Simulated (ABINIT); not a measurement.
Bi2Te3: positron calculation (part 2 of 2)

The same run, continued: Bi2Te3 (R-3m, 5 atoms in the cell); Kohn-Sham DFT of a periodic cell, PBE, JTH PAW PBE v2.0, no spin polarisation (ABINIT 10.8.3); cutoff 517.02 eV, 5×5×5 k-mesh, fermi-dirac of 0.05 eV. The structure derives from an entry of the Crystallography Open Database. The run did not end well.

Geometry of the input (Å; fractional positions):
```
2.1930  1.2661  10.1657
-2.1930  1.2661  10.1657
0.0000  -2.5323  10.1657
Bi 0.6000  0.6000  0.6000
Bi 0.4000  0.4000  0.4000
Te 0.7905  0.7905  0.7905
Te 0.2095  0.2095  0.2095
Te 0.0000  0.0000  0.0000
```

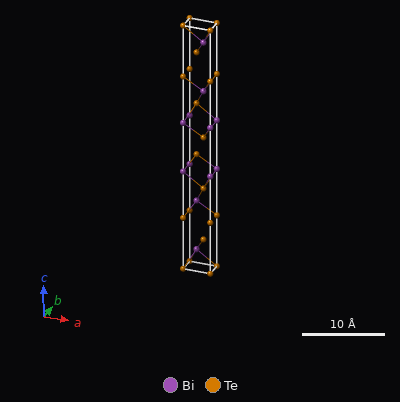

The structure (ball-and-stick view of the cell 3 times as large as that of the calculation, set on its symmetry axes, seen slightly off an axis).

## What the program printed, continued
```
 cartesian forces (hartree/bohr) at end:
    1     -0.00000000000000    -0.00000000000000    -0.00006328491033
    2      0.00000000000000     0.00000000000000     0.00006328491033
    3      0.00000000000000     0.00000000000000    -0.00051401533171
    4     -0.00000000000000    -0.00000000000000     0.00051401533171
    5     -0.00000000000000    -0.00000000000000    -0.00000000000000
 frms,max,avg= 1.8910905E-04 5.1401533E-04   0.000E+00  0.000E+00  0.000E+00 h/b

 cartesian forces (eV/Angstrom) at end:
    1     -0.00000000000000    -0.00000000000000    -0.00325424093123
    2      0.00000000000000     0.00000000000000     0.00325424093123
    3      0.00000000000000     0.00000000000000    -0.02643173108912
    4     -0.00000000000000    -0.00000000000000     0.02643173108912
    5     -0.00000000000000    -0.00000000000000    -0.00000000000000
 frms,max,avg= 9.7243782E-03 2.6431731E-02   0.000E+00  0.000E+00  0.000E+00 e/A
 length scales=  1.889726125908  1.889726125908  1.889726125908 bohr
              =  1.000000000000  1.000000000000  1.000000000000 angstroms
 Fermi (or HOMO) energy (hartree) =  -0.05336   Average Vxc (hartree)=  -0.33412
 Eigenvalues (hartree) for nkpt=  19  k points:
 kpt#   1, nband= 29, wtk=  0.00800, kpt=  0.0000  0.0000  0.0000 (reduced coord)
  -0.91167   -0.91167   -0.91165   -0.91165   -0.91140   -0.91135   -0.91121   -0.91121
  -0.91117   -0.91117   -0.54937   -0.52286   -0.47829   -0.38710   -0.37020   -0.14470
  -0.13565   -0.12258   -0.12258   -0.12162   -0.12162   -0.09076   -0.09076   -0.05857
  -0.04821   -0.03535   -0.03535    0.01404    0.01980
      occupation numbers for kpt#   1
   2.00000    2.00000    2.00000    2.00000    2.00000    2.00000    2.00000    2.00000
   2.00000    2.00000    2.00000    2.00000    2.00000    2.00000    2.00000    2.00000
   2.00000    2.00000    2.00000    2.00000    2.00000    2.00000    2.00000    1.88891
   0.11424    0.00011    0.00011    0.00000    0.00000
 prteigrs : prtvol=0 or 1, do not print more k-points.

--- !EnergyTerms
iteration_state     : {dtset: 1, }
comment             : Components of total free energy in Hartree
kinetic             :  1.66388893798036E+01
hartree             :  5.23417305289770E+01
xc                  : -1.72512546243283E+01
Ewald energy        : -1.15328729773214E+02
psp_core            :  1.62294095986966E+01
local_psp           : -1.57881191724779E+02
PAW spherical_terms :  3.59377528333087E+01
internal            : -1.69313393781535E+02
'-kT*entropy'       : -1.39258518603995E-05
total_energy        : -1.69313407707387E+02
total_energy_eV     : -4.60725253374897E+03
...

--- !EnergyTermsDC
iteration_state     : {dtset: 1, }
comment             : '"Double-counting" decomposition of free energy'
band_energy         : -2.55547666931517E+01
Ewald energy        : -1.15328729773214E+02
psp_core            :  1.62294095986966E+01
xc_dc               : -5.48794989189257E+01
PAW spherical_terms :  1.02201925236052E+01
internal            : -1.69313393262990E+02
'-kT*entropy'       : -1.39258518603995E-05
total_energy_dc     : -1.69313407188842E+02
total_energy_dc_eV  : -4.60725251963863E+03
...

--- !EnergyTermsWithPAWCore
iteration_state     : {dtset: 1, }
comment             : 'Components of total free energy, including PAW core contributions'
Total energy        : -6.34456562933190E+04
Total energy DC     : -6.34456562928005E+04
Total energy (eV)   : -1.72644425902726E+06
Total energy DC (eV): -1.72644425901315E+06
...

 Cartesian components of stress tensor (hartree/bohr^3)
  sigma(1 1)= -5.18119802E-05  sigma(3 2)=  4.63973188E-14
  sigma(2 2)= -5.18119802E-05  sigma(3 1)=  0.00000000E+00
  sigma(3 3)= -4.47318736E-05  sigma(2 1)=  0.00000000E+00

-Cartesian components of stress tensor (GPa)         [Pressure=  1.4549E+00 GPa]
- sigma(1 1)= -1.52436109E+00  sigma(3 2)=  1.36505625E-09
- sigma(2 2)= -1.52436109E+00  sigma(3 1)=  0.00000000E+00
- sigma(3 3)= -1.31605716E+00  sigma(2 1)=  0.00000000E+00

================================================================================
== DATASET  2 ==================================================================

--- !DatasetInfo
iteration_state: {dtset: 2, }
dimensions: {natom: 5, nkpt: 1, mband: 1, nsppol: 1, nspinor: 1, nspden: 1, mpw: 2257, }
cutoff_energies: {ecut:  19.0, pawecutdg:  38.0, }
electrons: {nelect:   1.00000000E+00, charge:   0.00000000E+00, occopt:   2.00000000E+00, tsmear:   1.00000000E-02, }
meta: {optdriver: 0, ionmov: 0, optcell: 0, iscf: 17, paral_kgb: 0, }
...

 mkfilename : getden/=0, take file _DEN from output of DATASET   1.

 Exchange-correlation functional for the present dataset will be:
  GGA: Perdew-Burke-Ernzerhof functional - ixc=11
  J.P.Perdew, K.Burke, M.Ernzerhof, PRL 77, 3865 (1996)

 Real(R)+Recip(G) space primitive vectors, cartesian coordinates (Bohr,Bohr^-1):
 R(1)=  4.1441694  2.3926373 19.2103259  G(1)=  0.1206514  0.0696581  0.0173518
 R(2)= -4.1441694  2.3926373 19.2103259  G(2)= -0.1206514  0.0696581  0.0173518
 R(3)=  0.0000000 -4.7852746 19.2103259  G(3)=  0.0000000 -0.1393163  0.0173518
 Unit cell volume ucvol=  1.1428793E+03 bohr^3
 Angles (23,13,12)=  2.41661116E+01  2.41661116E+01  2.41661116E+01 degrees

 Coarse grid specifications (used for wave-functions):

 getcut: wavevector=  0.0000  0.0000  0.0000  ngfft=  80  80  80
         ecut(hartree)=     19.000   => boxcut(ratio)=   2.06067

 Fine grid specifications (used for densities):

 getcut: wavevector=  0.0000  0.0000  0.0000  ngfft= 120 120 120
         ecut(hartree)=     38.000   => boxcut(ratio)=   2.18449

--- Pseudopotential description ------------------------------------------------
- pspini: atom type   1  psp file is ./Bi.GGA_PBE-JTH.xml
 Pseudopotential format is: paw10
 basis_size (lnmax)=  6 (lmn_size= 18), orbitals=   0   0   1   1   2   2
 Spheres core radius: rc_sph= 2.41230754
 Shapefunction is BESSEL type: shapef(r,l)=aa(1,l)*jl(q(1,l)*r)+aa(2,l)*jl(q(2,l)*r)
 Radius for shape functions =  2.20555141
 Compensation charge density is not taken into account in XC energy/potential

- pspini: atom type   2  psp file is ./Te.GGA_PBE-JTH.xml
 Pseudopotential format is: paw10
 basis_size (lnmax)=  4 (lmn_size=  8), orbitals=   0   0   1   1
 Spheres core radius: rc_sph= 2.31107438
 Shapefunction is SIN type: shapef(r)=[sin(pi*r/rshp)/(pi*r/rshp)]**2
 Radius for shape functions =  2.10488624
 Compensation charge density is not taken into account in XC energy/potential

--------------------------------------------------------------------------------

================================================================================

--- !BeginCycle
iteration_state: {dtset: 2, }
solver: {iscf: 17, nstep: 80, nline: 4, wfoptalg: 10, }
tolerances: {toldfe: 1.00E-09, }
...

     iter   Etot(hartree)      deltaE(h)  residm     nres2
 ETOT  1  -169.05855107344    -1.691E+02 7.027E+01 2.115E+00
 ETOT  2  -169.24655203274    -1.880E-01 1.588E-01 1.285E+00
 ETOT  3  -169.30086433129    -5.431E-02 3.017E+00 8.420E-01
 ETOT  4  -169.34878977426    -4.793E-02 8.475E-02 3.274E-01
 ETOT  5  -169.38375935161    -3.497E-02 3.858E+00 2.026E-01
 ETOT  6  -169.40893440160    -2.518E-02 4.413E-02 2.059E-01
 ETOT  7  -169.42862387911    -1.969E-02 2.761E-01 3.314E-01
 ETOT  8  -169.44048572040    -1.186E-02 8.448E-02 3.540E-01
 ETOT  9  -169.44954283230    -9.057E-03 1.274E-01 5.750E-01
 ETOT 10  -169.45595450011    -6.412E-03 7.363E-02 6.144E-01
[... 60 further cycles ...]
 ETOT 71  -169.52266553758    -9.791E-06 1.099E-04 9.367E-03
 ETOT 72  -169.52267527169    -9.734E-06 3.788E-04 1.027E-04
 ETOT 73  -169.52268449467    -9.223E-06 1.101E-04 1.255E-04
 ETOT 74  -169.52269370935    -9.215E-06 4.013E-04 1.325E-04
 ETOT 75  -169.52270251546    -8.806E-06 1.110E-04 1.063E-04
 ETOT 76  -169.52271133330    -8.818E-06 4.212E-04 8.921E-06
 ETOT 77  -169.52271991458    -8.581E-06 1.120E-04 2.511E-05
 ETOT 78  -169.52272851639    -8.602E-06 4.280E-04 1.044E-06
 ETOT 79  -169.52273698175    -8.465E-06 1.129E-04 2.231E-05
 ETOT 80  -169.52274547283    -8.491E-06 4.262E-04 3.077E-05

 scprqt:  WARNING -
  nstep=   80 was not enough SCF cycles to converge;
  maximum energy difference=  8.491E-06 exceeds toldfe=  1.000E-09

--- !ResultsGS
iteration_state: {dtset: 2, }
comment   : Summary of ground state results
lattice_vectors:
- [  4.1441694,   2.3926373,  19.2103259, ]
- [ -4.1441694,   2.3926373,  19.2103259, ]
- [  0.0000000,  -4.7852746,  19.2103259, ]
lattice_lengths: [  19.79736,   19.79736,   19.79736, ]
lattice_angles: [ 24.166,  24.166,  24.166, ] # degrees, (23, 13, 12)
lattice_volume:   1.1428793E+03
convergence: {deltae: -8.491E-06, res2:  3.077E-05, residm:  4.262E-04, diffor:  0.000E+00, }
etotal    :  -1.69522745E+02
entropy   :   0.00000000E+00
fermie    :  -2.09338284E-01
cartesian_stress_tensor: null
pressure_GPa: null
xred      :
- [  6.0000E-01,   6.0000E-01,   6.0000E-01, Bi]
- [  4.0000E-01,   4.0000E-01,   4.0000E-01, Bi]
- [  7.9050E-01,   7.9050E-01,   7.9050E-01, Te]
- [  2.0950E-01,   2.0950E-01,   2.0950E-01, Te]
- [  0.0000E+00,   0.0000E+00,   0.0000E+00, Te]
cartesian_forces: null
force_length_stats: {min: null, max: null, mean: null, }
...

 Integrated electronic density in atomic spheres:
 ------------------------------------------------
 Atom  Sphere_radius  Integrated_density
    1        2.41231          0.00426672
    2        2.41231          0.00426672
    3        2.31107          0.01463960
    4        2.31107          0.01463960
    5        2.31107          0.00842698

--------------------------------------------------------------------------------
 Results for electron-positron annihilation:

 # Zero-positron density limit of Arponen and Pajanne fitted by Sterne & Kaiser
   Ref.: P.A. Sterne and J.H. Kaiser, Phys. Rev. B 43, 13892 (1991)
 # Enhancement factor of Sterne & Kaiser
   Ref.: P.A. Sterne and J.H. Kaiser, Phys. Rev. B 43, 13892 (1991)

 Positron lifetime                         (ps)   =  2.17859804E+02
 Positron lifetime with IPM for core elec. (ps)   =  2.26942619E+02
 Annihilation rate                         (ns-1) =  4.59010787E+00
 Annihilation rate with IPM for core elec. (ns-1) =  4.40640019E+00

 Annihilation rate core/valence decomposition:
   Core    contribution to ann.rate          (ns-1) =  7.28044949E-01
   Valence contribution to ann.rate          (ns-1) =  3.86206292E+00
   Core    contribution to ann.rate with IPM (ns-1) =  4.85168597E-01
   Valence contribution to ann.rate with IPM (ns-1) =  3.92123160E+00

 Annihilation rate PAW decomposition:
   Plane-wave contribution to ann.rate          (ns-1) =  5.00540021E+00
   Plane-wave valence contribution to ann.rate  (ns-1) =  4.04970061E+00
   On-site core contribution to ann.rate        (ns-1) = -2.27654648E-01
   On-site valence contribution to ann.rate     (ns-1) = -1.87637692E-01
   Plane-wave contribution to ann.rate with IPM (ns-1) =  4.64270407E+00
   Plane-wave core contrb. to ann.rate with IPM (ns-1) =  4.62593388E-01

      (*) IPM=Independent particle Model

================================================================================

 ----iterations are completed or convergence reached----

 Mean square residual over all n,k,spin=   42.623E-05; max=  42.623E-05
 reduced coordinates (array xred) for    5 atoms
       0.600000000000      0.600000000000      0.600000000000
       0.400000000000      0.400000000000      0.400000000000
       0.790500000000      0.790500000000      0.790500000000
       0.209500000000      0.209500000000      0.209500000000
       0.000000000000      0.000000000000      0.000000000000
 rms dE/dt=  0.0000E+00; max dE/dt=  0.0000E+00; dE/dt below (all hartree)
    1       0.000000000000      0.000000000000      0.000000000000
    2       0.000000000000      0.000000000000      0.000000000000
    3       0.000000000000      0.000000000000      0.000000000000
    4       0.000000000000      0.000000000000      0.000000000000
    5       0.000000000000      0.000000000000      0.000000000000

 cartesian coordinates (angstrom) at end:
    1     -0.00000000000000    -0.00000000006000    18.29820000006000
    2      0.00000000000000    -0.00000000004000    12.19880000004000
    3     -0.00000000000000    -0.00000000007905    24.10787850007904
    4      0.00000000000000    -0.00000000002095     6.38912150002095
    5      0.00000000000000     0.00000000000000     0.00000000000000
 length scales=  1.889726125908  1.889726125908  1.889726125908 bohr
              =  1.000000000000  1.000000000000  1.000000000000 angstroms
 Fermi (or HOMO) energy (hartree) =  -0.20934   Average Vxc (hartree)=  -0.31452
 Eigenvalues (hartree) for nkpt=   1  k points:
 kpt#   1, nband=  1, wtk=  1.00000, kpt=  0.0000  0.0000  0.0000 (reduced coord)
  -0.20934

--- !EnergyTerms
iteration_state     : {dtset: 2, }
comment             : Components of total free energy in Hartree
kinetic             :  1.96426449649251E-01
local_psp           : -1.36379118475238E+00
PAW spherical_terms :  7.50933490335475E-03
positronic          : -1.15985540019979E+00
electronic          : -1.69313407188842E+02
electron_positron_interaction:  9.51655592647382E-01
total_energy        : -1.69521606996394E+02
total_energy_eV     : -4.61291792501828E+03
...

--- !EnergyTermsDC
iteration_state     : {dtset: 2, }
comment             : '"Double-counting" decomposition of free energy'
band_energy         : -2.09338283986914E-01
PAW spherical_terms :  0.00000000000000E+00
electron_positron_dc: -9.51655592647320E-01
positronic          : -1.16099387663423E+00
electronic          : -1.69313407188842E+02
electron_positron_interaction:  9.51655592647382E-01
total_energy_dc     : -1.69522745472829E+02
total_energy_dc_eV  : -4.61294890454027E+03
...

== END DATASET(S) ==============================================================
================================================================================

 -outvars: echo values of variables after computation  --------
            acell      1.8897261259E+00  1.8897261259E+00  1.8897261259E+00 Bohr
           etotal1    -1.6931340719E+02
           etotal2    -1.6952274547E+02
            fcart1    -2.5386014233E-20 -1.9569378216E-20 -6.3284910326E-05
                       2.5386014233E-20  1.9569378216E-20  6.3284910326E-05
                       6.9161065829E-20  3.4769265915E-21 -5.1401533171E-04
                      -6.9161065829E-20 -3.4769265915E-21  5.1401533171E-04
                      -0.0000000000E+00 -0.0000000000E+00 -0.0000000000E+00
            fcart2     9.9999999999E+99  9.9999999999E+99  9.9999999999E+99
                       9.9999999999E+99  9.9999999999E+99  9.9999999999E+99
                       9.9999999999E+99  9.9999999999E+99  9.9999999999E+99
                       9.9999999999E+99  9.9999999999E+99  9.9999999999E+99
                       9.9999999999E+99  9.9999999999E+99  9.9999999999E+99
            rprim      2.1930000000E+00  1.2661291403E+00  1.0165666667E+01
                      -2.1930000000E+00  1.2661291403E+00  1.0165666667E+01
                       0.0000000000E+00 -2.5322582807E+00  1.0165666667E+01
           strten1    -5.1811980175E-05 -5.1811980186E-05 -4.4731873618E-05
                       4.6397318834E-14  0.0000000000E+00  0.0000000000E+00
           strten2     9.9999999999E+99  9.9999999999E+99  9.9999999999E+99
                       9.9999999999E+99  9.9999999999E+99  9.9999999999E+99
           xangst     -4.8694381860E-17 -6.0000156145E-11  1.8298200000E+01
                       1.6619532651E-16 -4.0000338378E-11  1.2198800000E+01
                      -2.8995896552E-17 -7.9050626299E-11  2.4107878500E+01
                       7.7158843879E-17 -2.0950197659E-11  6.3891215000E+00
                       0.0000000000E+00  0.0000000000E+00  0.0000000000E+00
             xred      6.0000000000E-01  6.0000000000E-01  6.0000000000E-01
                       4.0000000000E-01  4.0000000000E-01  4.0000000000E-01
                       7.9050000000E-01  7.9050000000E-01  7.9050000000E-01
                       2.0950000000E-01  2.0950000000E-01  2.0950000000E-01
                       0.0000000000E+00  0.0000000000E+00  0.0000000000E+00
 Calculation completed.
```

## What the run reported

- outcome: not converged
- space group (tolerance 0.01 Å): R-3m (166)
- electrons treated: 48
- free energy: −4607.2525 eV
- positron lifetime (one of the program's estimates): 217.9 ps
- Fermi energy: −1.452 eV
- gap on the k-point mesh: 0.28 eV
- pressure: 1.45 GPa
- largest force (length of the vector): 0.026 eV/Å
- wall time: 13 min
- peak memory: 0.8 GiB

## Diagnosis

The run did not converge. Its last values are not results. Notes on the run: was not enough SCF cycles. Points of doubt noted for this run: cutoff too low for stress; PAW basis incomplete for positron.
